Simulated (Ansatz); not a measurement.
Given this structure:

```
Al Ni
1.0
     2.85993    0.00000    0.00000
     0.00000    2.85993    0.00000
     0.00000    0.00000    2.87002
Al Ni
1 1
Direct
  0.50000 0.50000 0.43031
  0.00000 0.00000 0.00000
```

Say what kind of structure these coordinates give.

The formula is AlNi. Space group P4mm (No. 99), lattice primitive tetragonal. Counting shared atoms by their share gives 1 Al, 1 Ni, or 2 atoms. The coordination, counted out to bonding distance, is Al 8 and Ni 8.

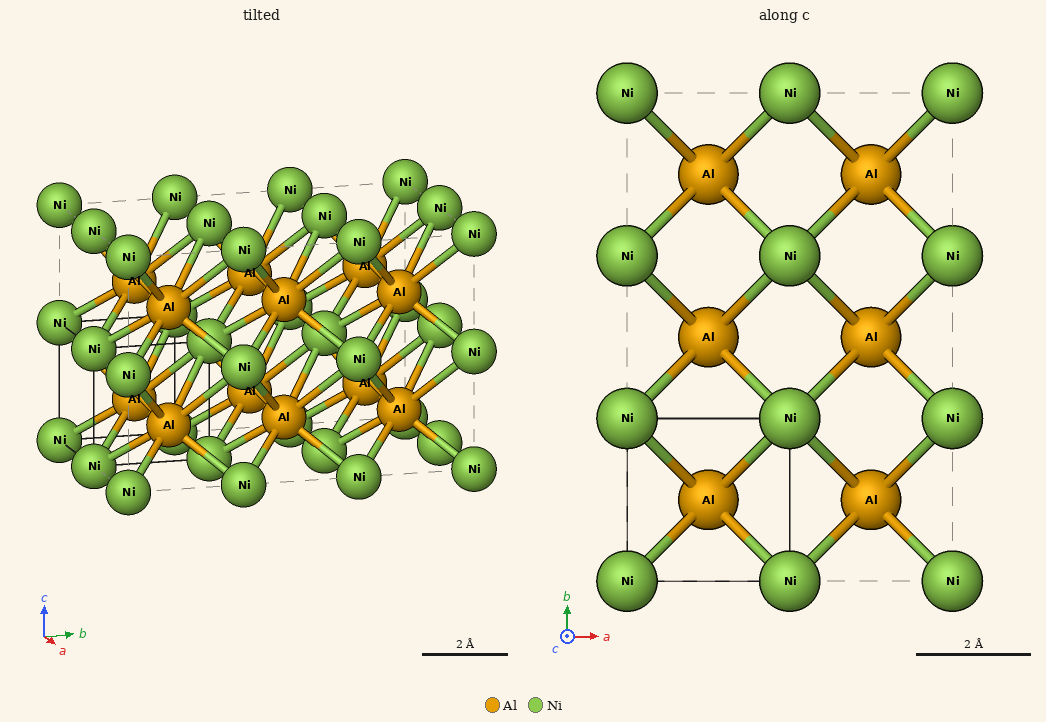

The structure above is drawn in ball-and-stick style and viewed slightly off an axis and along the c axis. The picture spans 2×3×2 cells, one conventional unit cell being drawn with solid lines.

Provenance: a structure listed in the Materials Project. The cell was then strained or its atoms displaced on purpose. It went into a calculation with Ansatz.

At this level of theory the run's own cell isn't at rest (forces up to 1.3 eV/Å), so its distances can differ from those at equilibrium, the more so the softer the solid.
